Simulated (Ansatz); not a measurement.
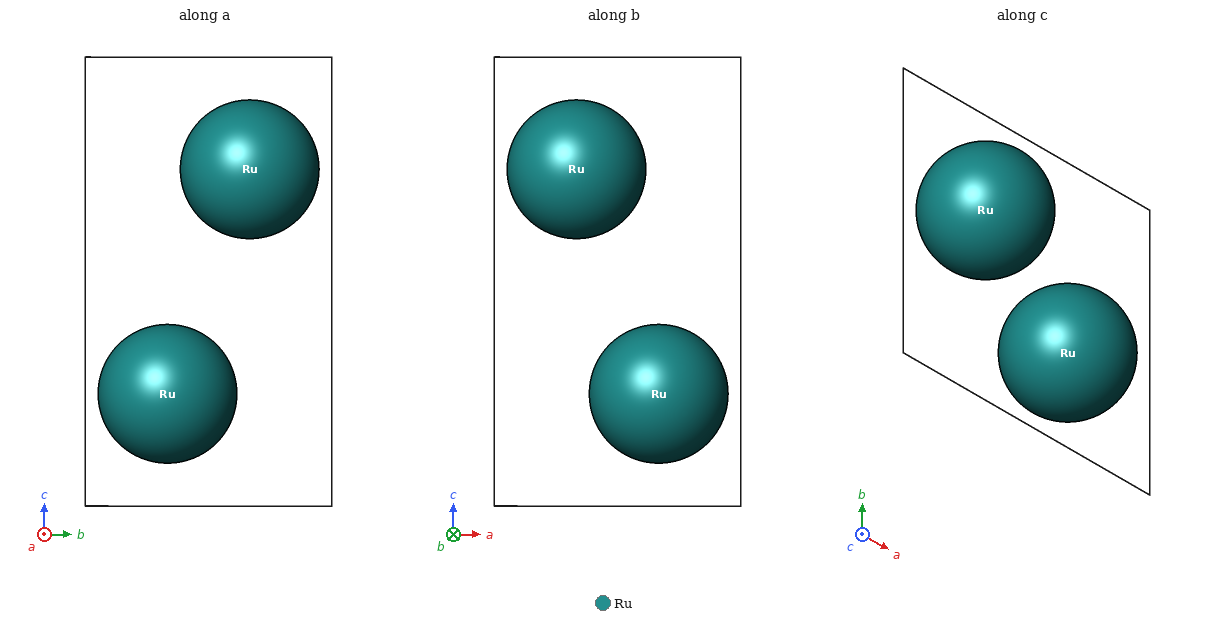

Drawn in the spheres-only manner and seen along the a axis, along the b axis and along the c axis. The conventional unit cell is outlined; an atom on or near a face, edge or corner is repeated at each equivalent position.

Lattice parameters: a = 2.722 Å, b = 2.722 Å, c = 4.292 Å, α = 90.00°, β = 90.00°, γ = 120.00°. Put a along x and b in the xy plane.

Question: Put the structure into a POSCAR file.

Answer:
```
Ru
1.0
     2.722    0.000    0.000
    -1.361    2.357    0.000
     0.000    0.000    4.292
Ru
2
Direct
  0.6667 0.3333 0.2500
  0.3333 0.6667 0.7500
```

The cell started as a structure type filled with this element by a generator (whether the element takes this form wasn't checked). This is the structure after a relaxation with DFT PBE, scalar-relativistic, plane waves, PAW in Ansatz 0.2.0.
